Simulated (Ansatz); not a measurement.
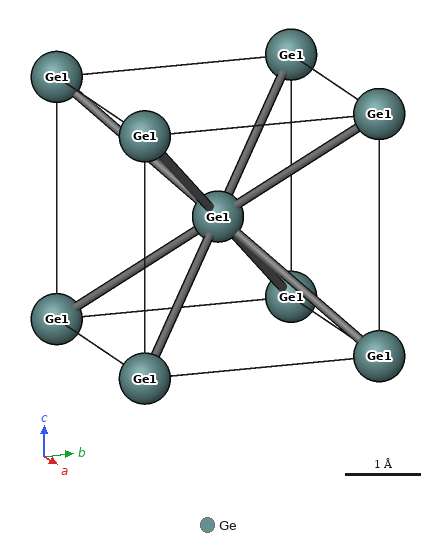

Fig. 1: The structure as given in the input (ball-and-stick view of the cell 2 times as large as that of the calculation, set on its symmetry axes, seen slightly off an axis; atoms are numbered from 1 in the order of the input). An atom can appear more than once, as a periodic image. Near neighbours in the periodic cell (some may lie outside the picture): Ge has 8 Ge at 2.91 Å.

Geometry relaxation of Ge

- system: Ge (Im-3m, 1 atom in the cell)
- method: DFT, LDA, PAW with Ansatz's default frozen-core files, scalar-relativistic, no spin polarisation (Ansatz 0.2.0)

The structure was built on a prototype by a generator; it need not be a known phase. It belongs to a series of runs on one base structure; here: cell relaxed at zero pressure. Figures and captions count atoms from 1; the log counts them from 0 in places.

Output:
```
Engine: ansatz 0.2.0, aarch64-unknown-linux-gnu
Pseudopotentials: kind: paw
Pseudopotential: Ge, paw, valence charge 14, recommended cutoff 420 eV (normal), Ge.paw.azcp
Functional definition: SPW92
  exchange = slater_x
  correlation = pw_c
Crystal: 1 atoms, lattice volume = 19.000 Å³
Basis set: ecut = 420 eV, 369 PW (Γ)
Bands: 11, of which v1, the nominal top of the filled ones, is band 7 counted from 1 (6 counted from 0)
Symmetry: 48 space group operations
Space group: Im-3m (ITA 229), of the structure as read, at distance tolerance 2.7e-5 Å
k-points: 256 of 8000
Non-local potential: Ge, projectors of the file, l = 0: 2, l = 1: 2, l = 2: 3, l = 3: 1
PAW form: soft (Blöchl's): semilocal exchange-correlation on the pseudo side does not see the compensation charge
PAW frozen core: Ge, regenerated for the run's functional, and the local potential with it (the file was generated under x = pbe(κ = 0.804, μ = 0.2195149727645171), c = pbe(β = 0.06672455060314922))
PAW one-centre angular grid: Ge, 590 points (default); XC on 64 Gauss nodes
Initial density: superposition of atomic densities (neutral atoms: chi_scale 0, normalization atom), corrected by the library's trained network
Initial wavefunctions: pseudopotential atomic-orbital guess
Functional: x = slater, c = lda
SCF iter   1: F=—  HF=-4215.402503 eV  |F-HF|=—  |Δ(HF+E_count)|=         —  Δρ=4.61e-3  dr2=2.09e-3  ethr=1.77e-3  ⟨swp⟩=5.1  Hψ=15627  notcnv=0
preconditioner: auto → none  [metal: Δε(μ)=0.029 eV  Ē_g=27.099 eV  σ=0.100 eV  W_gap=0.07  n_scr=0 (ndim 8)  ℏωp=31.9 eV  f_vac=0.000  D(μ)=0.53/eV (n_scr^D=0)]
SCF iter   2: F=—  HF=-4215.401315 eV  |F-HF|=—  |Δ(HF+E_count)|=   1.19e-3  Δρ=1.86e-3  dr2=3.75e-4  ethr=1.49e-5  ⟨swp⟩=2.0  Hψ=6368  notcnv=0
SCF iter   3: F=—  HF=-4215.401165 eV  |F-HF|=—  |Δ(HF+E_count)|=   1.50e-4  Δρ=2.26e-4  dr2=3.25e-6  ethr=2.68e-6  ⟨swp⟩=2.1  Hψ=3217  notcnv=0
SCF iter   4: F=—  HF=-4215.401164 eV  |F-HF|=—  |Δ(HF+E_count)|=   4.78e-7  Δρ=2.15e-5  dr2=3.41e-8  ethr=2.32e-8  ⟨swp⟩=2.0  Hψ=4252  notcnv=0
iter 5 did not close the SCF: its close was put off for the readings that it lacked (scf_convergence_deferred on its scf_iter line)
SCF iter   5: F=-4215.401164 eV  HF=-4215.401164 eV  |F-HF|=1.57e-8  |Δ(HF+E_count)|=   4.60e-8  Δρ=9.41e-6  dr2=1.05e-8  ethr=2.43e-10  ⟨swp⟩=2.0  Hψ=4628  notcnv=0
SCF iter   6: F=-4215.401164 eV  HF=-4215.401164 eV  |F-HF|=2.06e-10  |Δ(HF+E_count)|=   6.93e-9  Δρ=1.21e-6  dr2=1.49e-10  ethr=7.50e-11  ⟨swp⟩=4.0  Hψ=12617  notcnv=0
SCF 1 converged in 6 iterations: F = -4215.401164 eV  dr2 = 1.49e-10
  greatest PAW one-centre occupation: 0.998 electrons in one spin orbital (limit 2), on the Ge atom at site 0 (counted from 0), in its partial waves of l = 2
relax step   1: F+E_penalty+E_count = -4215.40116403 eV  Δ(F+E_penalty+E_count) = +0.000e0 eV  max|allowed force component| = 0.000e0 eV/Å  Δτ_max = 0.0000 Å  P = -4.357 GPa  Ω = 19.000 Å³  (6 SCF iters, dr2 threshold 1.00e-7 eV, accepted)
Crystal: 1 atoms, lattice volume = 17.403 Å³
Basis set: ecut = 420 eV, 321 PW (Γ)
Initial density: handed on by an earlier stage of this run
Initial wavefunctions: those handed on with the density
iter 1 solved again at ethr=1.92e-6 eV; its pass at ethr=3.10e-3 eV (dr2=2.69e-4 eV) is discarded
SCF iter   1: F=—  HF=-4215.415991 eV  |F-HF|=—  |Δ(HF+E_count)|=         —  Δρ=1.74e-3  dr2=2.77e-4  ethr=1.92e-6  ⟨swp⟩=1.9  Hψ=22588  notcnv=0
preconditioner: auto → none  [metal: Δε(μ)=0.053 eV  Ē_g=27.621 eV  σ=0.100 eV  W_gap=0.13  n_scr=0 (ndim 8)  ℏωp=33.3 eV  f_vac=0.000  D(μ)=0.41/eV (n_scr^D=0)]
SCF iter   2: F=—  HF=-4215.416045 eV  |F-HF|=—  |Δ(HF+E_count)|=   5.47e-5  Δρ=8.93e-4  dr2=5.35e-5  ethr=1.92e-6  ⟨swp⟩=2.0  Hψ=4330  notcnv=0
SCF iter   3: F=—  HF=-4215.416087 eV  |F-HF|=—  |Δ(HF+E_count)|=   4.19e-5  Δρ=1.27e-4  dr2=1.77e-6  ethr=3.82e-7  ⟨swp⟩=2.0  Hψ=4096  notcnv=0
SCF iter   4: F=—  HF=-4215.416086 eV  |F-HF|=—  |Δ(HF+E_count)|=   1.31e-6  Δρ=3.58e-5  dr2=1.56e-7  ethr=1.26e-8  ⟨swp⟩=2.0  Hψ=4619  notcnv=0
SCF iter   5: F=-4215.416086 eV  HF=-4215.416086 eV  |F-HF|=1.36e-10  |Δ(HF+E_count)|=   7.62e-8  Δρ=2.26e-6  dr2=3.46e-10  ethr=7.14e-10  ⟨swp⟩=6.2  Hψ=11774  notcnv=0
SCF 2 converged in 5 iterations: F = -4215.416086 eV  dr2 = 3.46e-10
relax step   2: F+E_penalty+E_count = -4215.41608573 eV  Δ(F+E_penalty+E_count) = -1.492e-2 eV  max|allowed force component| = 0.000e0 eV/Å  Δτ_max = 0.0000 Å  P = +1.970 GPa  Ω = 17.403 Å³  energy of the carried Pulay correction = +3.361e-4 eV  (5 SCF iters, dr2 threshold 1.00e-7 eV, accepted)
Crystal: 1 atoms, lattice volume = 17.870 Å³
iter 1 solved again at ethr=1.89e-7 eV; its pass at ethr=3.10e-3 eV (dr2=2.64e-5 eV) is discarded
SCF iter   1: F=—  HF=-4215.418436 eV  |F-HF|=—  |Δ(HF+E_count)|=         —  Δρ=5.49e-4  dr2=2.93e-5  ethr=1.89e-7  ⟨swp⟩=2.0  Hψ=22143  notcnv=0
preconditioner: auto → none  [metal: Δε(μ)=0.035 eV  Ē_g=27.501 eV  σ=0.100 eV  W_gap=0.09  n_scr=0 (ndim 8)  ℏωp=32.9 eV  f_vac=0.000  D(μ)=0.44/eV (n_scr^D=0)]
SCF iter   2: F=—  HF=-4215.418441 eV  |F-HF|=—  |Δ(HF+E_count)|=   4.83e-6  Δρ=2.79e-4  dr2=5.64e-6  ethr=1.89e-7  ⟨swp⟩=2.0  Hψ=4299  notcnv=0
SCF iter   3: F=—  HF=-4215.418445 eV  |F-HF|=—  |Δ(HF+E_count)|=   4.15e-6  Δρ=3.80e-5  dr2=1.68e-7  ethr=4.03e-8  ⟨swp⟩=2.0  Hψ=4096  notcnv=0
SCF iter   4: F=-4215.418445 eV  HF=-4215.418445 eV  |F-HF|=8.28e-9  |Δ(HF+E_count)|=   1.40e-7  Δρ=1.14e-5  dr2=1.59e-8  ethr=7.14e-10  ⟨swp⟩=7.0  Hψ=13733  notcnv=0
SCF 3 converged in 4 iterations: F = -4215.418445 eV  dr2 = 1.59e-8
relax step   3: F+E_penalty+E_count = -4215.41844507 eV  Δ(F+E_penalty+E_count) = -2.359e-3 eV  max|allowed force component| = 0.000e0 eV/Å  Δτ_max = 0.0000 Å  P = -0.229 GPa  Ω = 17.870 Å³  energy of the carried Pulay correction = +2.347e-4 eV  (4 SCF iters, dr2 threshold 1.00e-7 eV, accepted)
Crystal: 1 atoms, lattice volume = 17.820 Å³
iter 1 solved again at ethr=1.92e-9 eV; its pass at ethr=3.10e-3 eV (dr2=2.69e-7 eV) is discarded
SCF iter   1: F=—  HF=-4215.418493 eV  |F-HF|=—  |Δ(HF+E_count)|=         —  Δρ=5.98e-5  dr2=4.00e-7  ethr=1.92e-9  ⟨swp⟩=2.0  Hψ=20653  notcnv=0
preconditioner: auto → none  [metal: Δε(μ)=0.034 eV  Ē_g=27.506 eV  σ=0.100 eV  W_gap=0.08  n_scr=0 (ndim 8)  ℏωp=32.9 eV  f_vac=0.000  D(μ)=0.44/eV (n_scr^D=0)]
SCF iter   2: F=-4215.418493 eV  HF=-4215.418493 eV  |F-HF|=1.59e-8  |Δ(HF+E_count)|=   2.57e-8  Δρ=2.84e-5  dr2=6.57e-8  ethr=7.14e-10  ⟨swp⟩=5.0  Hψ=14429  notcnv=0
SCF 4 converged in 2 iterations: F = -4215.418493 eV  dr2 = 6.57e-8
relax step   4: F+E_penalty+E_count = -4215.41849315 eV  Δ(F+E_penalty+E_count) = -4.808e-5 eV  max|allowed force component| = 0.000e0 eV/Å  Δτ_max = 0.0000 Å  P = -0.009 GPa  Ω = 17.820 Å³  energy of the carried Pulay correction = +2.454e-4 eV  (2 SCF iters, dr2 threshold 1.00e-7 eV, accepted)
Initial wavefunctions: pseudopotential atomic-orbital guess (no wavefunctions were taken with the density)
iter 1 solved again at ethr=1.42e-8 eV; its pass at ethr=3.10e-3 eV (dr2=1.99e-6 eV) is discarded
SCF iter   1: F=—  HF=-4215.418223 eV  |F-HF|=—  |Δ(HF+E_count)|=         —  Δρ=5.38e-5  dr2=1.84e-7  ethr=1.42e-8  ⟨swp⟩=3.0  Hψ=22461  notcnv=0
preconditioner: auto → none  [metal: Δε(μ)=0.034 eV  Ē_g=27.507 eV  σ=0.100 eV  W_gap=0.08  n_scr=0 (ndim 8)  ℏωp=32.9 eV  f_vac=0.000  D(μ)=0.44/eV (n_scr^D=0)]
SCF iter   2: F=—  HF=-4215.418223 eV  |F-HF|=—  |Δ(HF+E_count)|=   5.24e-7  Δρ=4.21e-5  dr2=1.63e-7  ethr=1.31e-9  ⟨swp⟩=2.0  Hψ=4258  notcnv=0
SCF iter   3: F=—  HF=-4215.418223 eV  |F-HF|=—  |Δ(HF+E_count)|=   4.56e-8  Δρ=9.06e-6  dr2=4.74e-9  ethr=1.17e-9  ⟨swp⟩=2.4  Hψ=4286  notcnv=0
SCF iter   4: F=—  HF=-4215.418223 eV  |F-HF|=—  |Δ(HF+E_count)|=   5.95e-9  Δρ=1.47e-6  dr2=1.87e-10  ethr=3.38e-11  ⟨swp⟩=2.0  Hψ=4096  notcnv=0
SCF iter   5: F=-4215.418223 eV  HF=-4215.418223 eV  |F-HF|=9.09e-13  |Δ(HF+E_count)|=  1.00e-11  Δρ=4.86e-8  dr2=7.33e-14  ethr=1.00e-12  ⟨swp⟩=4.0  Hψ=10748  notcnv=0
SCF 5 converged in 5 iterations: F = -4215.418223 eV  dr2 = 7.33e-14
relax step   5: F+E_penalty+E_count = -4215.41822265 eV  Δ(F+E_penalty+E_count) = +2.705e-4 eV  max|allowed force component| = 0.000e0 eV/Å  Δτ_max = 0.0000 Å  P = -0.002 GPa  Ω = 17.820 Å³  stress off target by 1.59e-3 GPa  SCF on the basis re-selected at this cell (its energy is not comparable with the rows above)  (5 SCF iters)
```

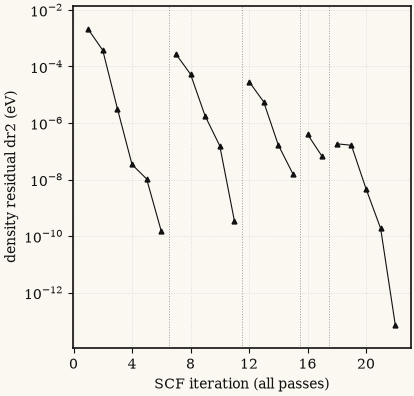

Fig. 2: Convergence of the self-consistent field: density residual dr2 against the SCF iteration. The dotted lines part the SCF passes of the relaxation: geometry steps, rejected trials and re-solves on a re-selected basis. The 5 passes take 2 to 6 iterations each, 22 in all.

```
basis re-selected at this cell: Δ(F+E_penalty+E_count) = +2.705e-4 eV, ΔP = +0.008 GPa vs the last step (what re-selecting the basis moved, of the pressure what is left beyond the Pulay correction that the steps carried, after the strain that the cell walked since its last selection, with what the two solves' SCF thresholds leave and, on support functions, any second-order correction that the steps lacked; it is no measure of the basis error at this ecutwfc). This SCF's stress stands 1.59e-3 GPa from its target on what of the cell is left free (relax.cell.stress_tol is 5.00e-2 GPa) and its largest allowed force component is 0.00e0 eV/Å (relax.f_tol is 5.00e-3 eV/Å): within both
SCF converged after 5 iterations
Free energy (F): -4215.418223 eV
Harris-Foulkes:  -4215.418223 eV  (|F-HF|=9.09e-13)
Internal energy: -4215.403508 eV  (E = F + TS)
E sigma→0 (E₀):  -4215.410865 eV
Entropy (-TS):   -0.014715 eV (-14.715 meV/atom)
Fermi energy:    11.632503 eV
--- Per-component energies (eV) ---
  E_band       = -106.942919
  E_kinetic    = 111.623219
  E_local      = -2085.585529  (includes V_loc(G=0)·N_el)
  E_nonlocal   = 418.222133
  E_hartree    = 912.396708
  E_xc         = -75.799700
  E_vxc        = -65.782877  (∫ρ·V_xc dr)
  E_paw        = -1937.638766  (= ΣΔE_a)
  E_vpaw       = -310.213582  (= ΣTr[D̂ρ^β])
  E_aug_tail   = 0.000304  (compensation charges beyond the density's cutoff)
  E_ewald      = -1560.530204
  E_core_change = 1.908326  (= ΣΔE_core)
  E_smearing   = -0.014715  (= −TS)
  E_closure    = -0.000000  (closes the sum)
  Σ components = -4215.418223   (vs F -4215.418223, Δ=0.00e0)
--- Forces (eV/Å), atoms counted from 1 ---
  atom   1  Ge    -0.00000000     0.00000000     0.00000000
  max |Σ_I F_I| component: 6.37e-32 eV/Å
--- Stress (GPa, compression-positive) ---
       -0.001589      -0.000000      -0.000000
       -0.000000      -0.001589       0.000000
       -0.000000       0.000000      -0.001589
  P = ⅓ Tr σ = -0.0016 GPa (-0.016 kbar)
--- Band table (eV; the first three rows and the last of 256) ---
  k-point 0: bands = ["-13.2012", "-13.2012", "-13.2012", "-13.0994", "-13.0994", "-2.0096", "21.2521", "21.2521", "21.2521", "26.9743", "26.9743"]
  k-point 1: bands = ["-13.2021", "-13.2000", "-13.1973", "-13.1004", "-13.0995", "-1.9406", "20.6831", "20.9703", "21.1795", "26.4274", "26.5422"]
  k-point 2: bands = ["-13.2047", "-13.1968", "-13.1858", "-13.1031", "-13.0997", "-1.7337", "19.2622", "20.2979", "20.9673", "25.5032", "25.5121"]
  k-point 255: bands = ["-13.2247", "-13.2247", "-13.0531", "-13.0531", "-13.0531", "9.2438", "11.1177", "11.1177", "11.1177", "16.0822", "16.0822"]
--- Relaxed structure (4 steps of the walk, 4 accepted, 1 SCFs on fresh bases) ---
  F+E_penalty+E_count = -4215.41822265 eV   max|allowed force component| = 0.000e0 eV/Å   (the final SCF, on the basis selected at the relaxed cell)
  cell:  # Å, volume = 17.8204 Å³
    - [-1.6454535106469124, 1.6454535106469124, 1.6454535106469124]
    - [1.6454535106469124, -1.6454535106469124, 1.6454535106469124]
    - [1.6454535106469124, 1.6454535106469124, -1.6454535106469124]
  atoms:
    - { symbol: Ge, position: [0.0, 0.0, 0.0] }
```

File rho_z.tsv:
```
# z_ang	rho[e/angstrom^3]
# format = ansatz-planar-average/11
# lattice	-1.645453511	1.645453511	1.645453511
# lattice	1.645453511	-1.645453511	1.645453511
# lattice	1.645453511	1.645453511	-1.645453511
# sites	1
# site	32	0.000000000	0.000000000	0.000000000
0.000000	2.458475e0
0.142500	2.168365e0
0.285001	1.529155e0
0.427501	9.406829e-1
0.570002	5.758648e-1
0.712502	3.887785e-1
0.855003	2.932273e-1
0.997503	2.390459e-1
1.140004	2.079056e-1
1.282504	1.912153e-1
1.425005	1.853949e-1
1.567505	1.912153e-1
1.710005	2.079056e-1
1.852506	2.390459e-1
1.995006	2.932273e-1
2.137507	3.887785e-1
2.280007	5.758648e-1
2.422508	9.406829e-1
2.565008	1.529155e0
2.707509	2.168365e0
```

File v_z.tsv:
```
# z_ang	v_es[eV]	v_tot[eV]
# format = ansatz-planar-average/11
# xc	lda
# density_cutoff_ev	1680
# datasets	Ge=:simpson_from_first_knot:soft:shift=-2816765
# lattice	-1.645453511	1.645453511	1.645453511
# lattice	1.645453511	-1.645453511	1.645453511
# lattice	1.645453511	1.645453511	-1.645453511
# sites	1
# site	32	0.000000000	0.000000000	0.000000000
0.000000	-5.026877e-1	-1.312322e1
0.142500	-2.199689e-1	-1.276564e1
0.285001	5.989466e-1	-1.171421e1
0.427501	1.871545e0	-1.005340e1
0.570002	3.486424e0	-7.939458e0
0.712502	5.348794e0	-5.546035e0
0.855003	7.351617e0	-3.053534e0
0.997503	9.258550e0	-7.368485e-1
1.140004	1.070607e1	1.023354e0
1.282504	1.149304e1	2.006803e0
1.425005	1.172378e1	2.303959e0
1.567505	1.149304e1	2.006803e0
1.710005	1.070607e1	1.023354e0
1.852506	9.258550e0	-7.368485e-1
1.995006	7.351617e0	-3.053534e0
2.137507	5.348794e0	-5.546035e0
2.280007	3.486424e0	-7.939458e0
2.422508	1.871545e0	-1.005340e1
2.565008	5.989466e-1	-1.171421e1
2.707509	-2.199689e-1	-1.276564e1
```

Trajectory as extended XYZ (Å, eV, eV/Å), 5 frames, from step=1 to step=5:
```
1
Lattice="-1.6810 1.6810 1.6810 1.6810 -1.6810 1.6810 1.6810 1.6810 -1.6810" Properties=species:S:1:pos:R:3:forces:R:3 step=1 energy=-4215.40116 pressure_GPa=-4.36
Ge    0.0000    0.0000    0.0000    0.0000   0.0000   0.0000
1
Lattice="-1.6325 1.6325 1.6325 1.6325 -1.6325 1.6325 1.6325 1.6325 -1.6325" Properties=species:S:1:pos:R:3:forces:R:3 step=2 energy=-4215.41609 pressure_GPa=1.97
Ge    0.0000    0.0000    0.0000    0.0000   0.0000   0.0000
1
Lattice="-1.6470 1.6470 1.6470 1.6470 -1.6470 1.6470 1.6470 1.6470 -1.6470" Properties=species:S:1:pos:R:3:forces:R:3 step=3 energy=-4215.41845 pressure_GPa=-0.23
Ge    0.0000    0.0000    0.0000    0.0000   0.0000   0.0000
1
Lattice="-1.6455 1.6455 1.6455 1.6455 -1.6455 1.6455 1.6455 1.6455 -1.6455" Properties=species:S:1:pos:R:3:forces:R:3 step=4 energy=-4215.41849 pressure_GPa=-0.01
Ge    0.0000    0.0000    0.0000    0.0000   0.0000   0.0000
1
Lattice="-1.6455 1.6455 1.6455 1.6455 -1.6455 1.6455 1.6455 1.6455 -1.6455" Properties=species:S:1:pos:R:3:forces:R:3 step=5 energy=-4215.41822 pressure_GPa=-0.00
Ge    0.0000    0.0000    0.0000    0.0000   0.0000   0.0000
```

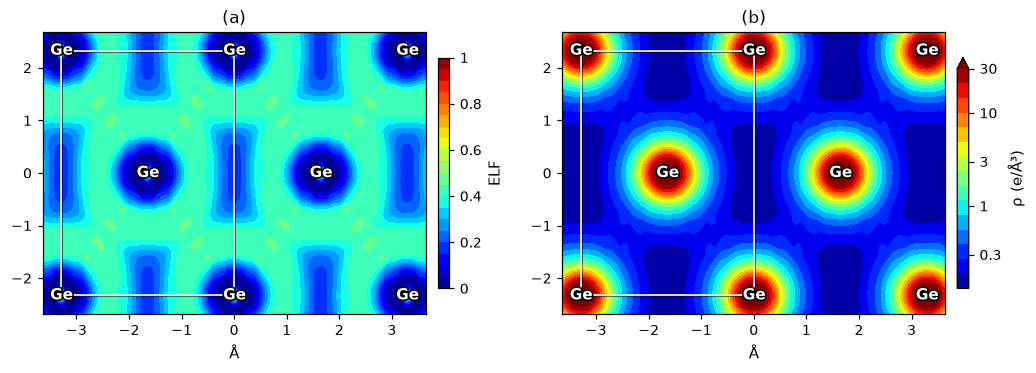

Fig. 3: (a) ELF; (b) valence electron density on the (110) plane of the conventional cell. Ge–Ge (2.85 Å): ρ at the midpoint is about 0.24 e/Å³; the ELF is about 0.40 at the midpoint (metallic bonding. Away from the nuclei the density in this plane falls to 0.13 e/Å³ at its lowest. The fields are those of the smooth PAW valence density.

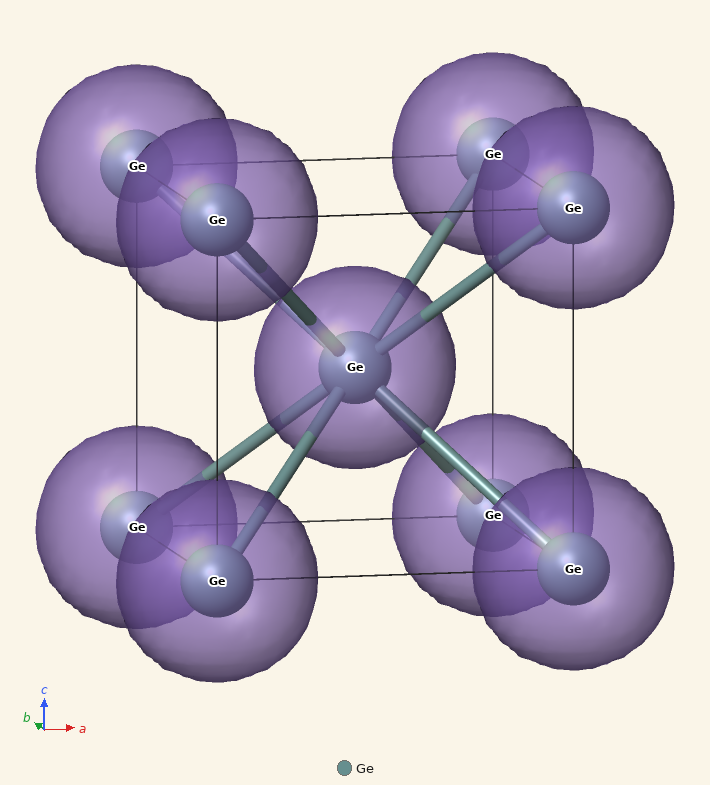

Fig. 4: Isosurface of the valence pseudo-density at 0.5 e/Å³ (purple), seen slightly off an axis. Sticks mark near contacts. The outline is the cell set on symmetry axes. At this value the density breaks into separate islands; it holds about 75 % of the electrons treated as valence (semicore included). It is pinched off along the Ge–Ge (2.85 Å) contacts. On the grid the lowest density along these lines, outside the cores, is 0.24 e/Å³ (Ge–Ge, 2.85 Å).

This output came from the following input.

The input:
```yaml
crystal:
  lattice:
    - [-1.6809877034, 1.6809877034, 1.6809877034]
    - [1.6809877034, -1.6809877034, 1.6809877034]
    - [1.6809877034, 1.6809877034, -1.6809877034]
  atoms:
    - { symbol: Ge, position: [0.0, 0.0, 0.0] }
kpoints:
  mp_grid: { grid: [20, 20, 20] }
scf:
  occupations: { method: fermi_dirac, width: 0.1 }
hamiltonian:
  xc: lda
  pseudopotentials: { kind: paw }
output:
  forces: true
  stress: true
  write_density: true
  write_potential: true
  elf: true
  volumetric_format: npy
relax:
  f_tol: 0.005
  max_steps: 40
  cell: {}
```

Run as:
```bash
ansatz run input.yaml --threads 1 --pin off --max-ram 3584MiB --backend cpu --events-out ev --progress --plain --runs-dir out
```

Summary:

| quantity | value |
| --- | --- |
| outcome | converged |
| space group (tolerance 0.01 Å) | Im-3m (229) |
| electrons treated | 14 |
| free energy | −4215.4182 eV |
| Fermi energy | 11.633 eV |
| pressure | 0.00 GPa |
| final volume | 17.82 Å³ |
| largest force (length of the vector) at the end | under 0.001 eV/Å |
| final cell | a = 2.850 Å, b = 2.850 Å, c = 2.850 Å, α = 109.47°, β = 109.47°, γ = 109.47° |
| hardware | 1 thread of Arm Neoverse V2, 112 GiB of memory available, shared host |
| wall time | 12 s |
| peak memory | 0.34 GiB |
